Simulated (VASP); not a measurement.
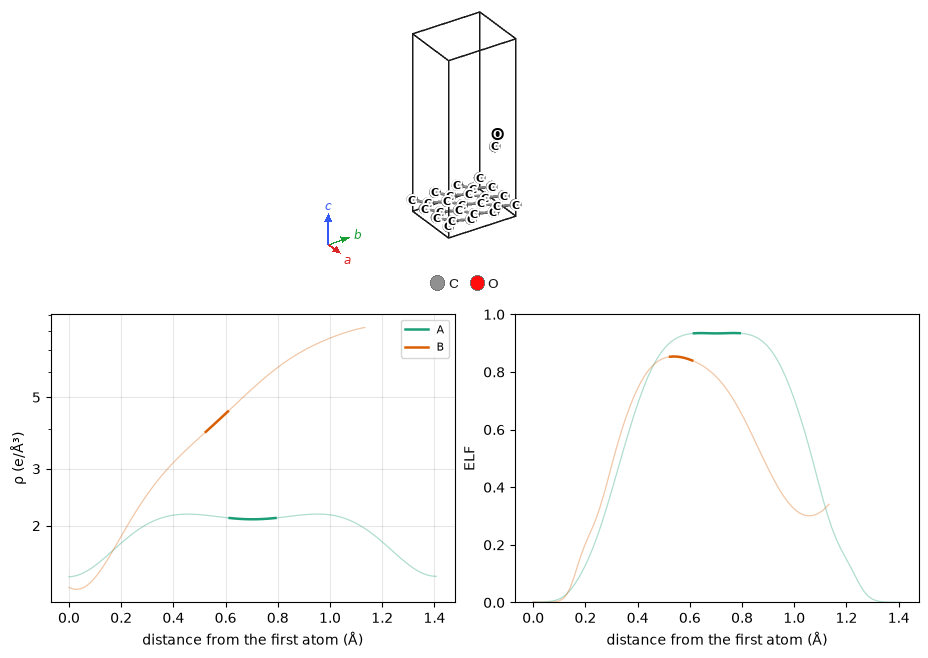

*C$_{19}$O (slab). Valence charge density (pseudo) and ELF along straight lines between neighbouring atoms. Thin, pale parts lie inside the atomic spheres. The structure is drawn too.*

Not relaxed (largest force 1.0 eV/Å).

Method: VASP, Kohn-Sham DFT of a periodic cell, PBEsol, VASP PAW PBE potentials, recommended.

Core electrons are frozen (PAW), and the valence fields are smoothed inside the atomic spheres.

```xyz
20
Lattice="7.3980 0.0000 0.0000 -3.6990 6.4069 0.0000 0.0000 0.0000 13.0000" Properties=species:S:1:pos:R:3 pbc="T T T"
C     3.6663    6.4012    0.8397
C     1.2109    0.7123    0.8399
C     6.1285    2.1444    0.8397
C    -0.0325    2.8586    0.8395
C     4.9099    4.2764    0.8403
C    -1.2693    4.9798    0.8408
C     2.4295    0.0088    0.8405
C     3.6667    0.7228    0.8394
C     1.2109    2.1407    0.8397
C     2.4294    2.8443    0.8399
C    -0.0322    4.2658    0.8398
C     1.2111    4.9837    0.8376
C     4.9102    0.0048    0.8373
C     6.1284    0.7085    0.8380
C     3.6664    2.1301    0.8395
C     4.9100    2.8480    0.8399
C     2.4293    4.2802    0.8384
C     3.6663    4.9943    0.8397
C     0.3001    6.0649    4.2401
O     3.2253    0.1442    4.9101
```

Which curve belongs to which contact (C–C and C–O)? The first atom named is at distance zero.

Curve A: C–C (1.41 Å): ρ is about 2.1 e/Å³ halfway; the ELF peaks at about 0.95 between the atoms (localised, covalent bonding). Curve B: C–O (1.13 Å): ρ is about 4.2 e/Å³ halfway; the ELF peaks at about 0.85 between the atoms (inside overlapping PAW spheres, so only a guide); a short, multiple covalent bond.
